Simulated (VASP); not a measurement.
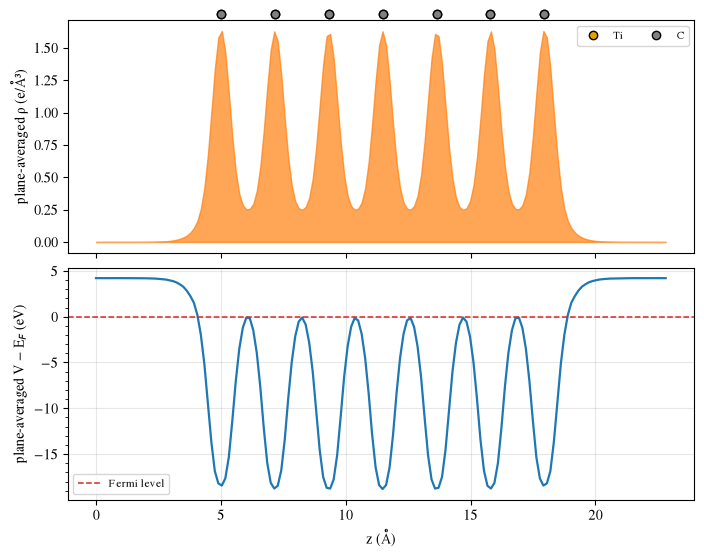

Figure 1: TiC (slab). Plane average of the electrostatic potential energy of an electron and of the valence pseudo-density across the slab. Circles mark the heights of the atoms.

Not relaxed (largest force 1.6 eV/Å).

The calculation used Kohn-Sham DFT of a periodic cell, PBEsol, VASP PAW PBE potentials, recommended (VASP).

Core electrons are frozen (PAW), and the valence fields are smoothed inside the atomic spheres.

```yaml
crystal:
  lattice:
    - [3.05371, 0.00000, 0.00000]
    - [0.00000, 3.05371, 0.00000]
    - [0.00000, 0.00000, 22.95580]
  atoms:
    - { symbol: Ti, position: [0.50000, 0.50000, 0.21781] }
    - { symbol: Ti, position: [0.00000, 0.00000, 0.31187] }
    - { symbol: Ti, position: [0.50000, 0.50000, 0.40594] }
    - { symbol: Ti, position: [0.00000, 0.00000, 0.50000] }
    - { symbol: Ti, position: [0.50000, 0.50000, 0.59406] }
    - { symbol: Ti, position: [0.00000, 0.00000, 0.68813] }
    - { symbol: Ti, position: [0.50000, 0.50000, 0.78219] }
    - { symbol: C, position: [0.00000, 0.00000, 0.21781] }
    - { symbol: C, position: [0.50000, 0.50000, 0.31187] }
    - { symbol: C, position: [0.00000, 0.00000, 0.40594] }
    - { symbol: C, position: [0.50000, 0.50000, 0.50000] }
    - { symbol: C, position: [0.00000, 0.00000, 0.59406] }
    - { symbol: C, position: [0.50000, 0.50000, 0.68813] }
    - { symbol: C, position: [0.00000, 0.00000, 0.78219] }
```

Question: How far above the Fermi level of the calculation is the vacuum level?

Answer: 4.2 eV.

Question: How thick is the slab, and how wide the vacuum?

Answer: The outermost nuclei are 13.0 Å apart, in 7 atomic planes; the vacuum between periodic images is 10.0 Å wide.
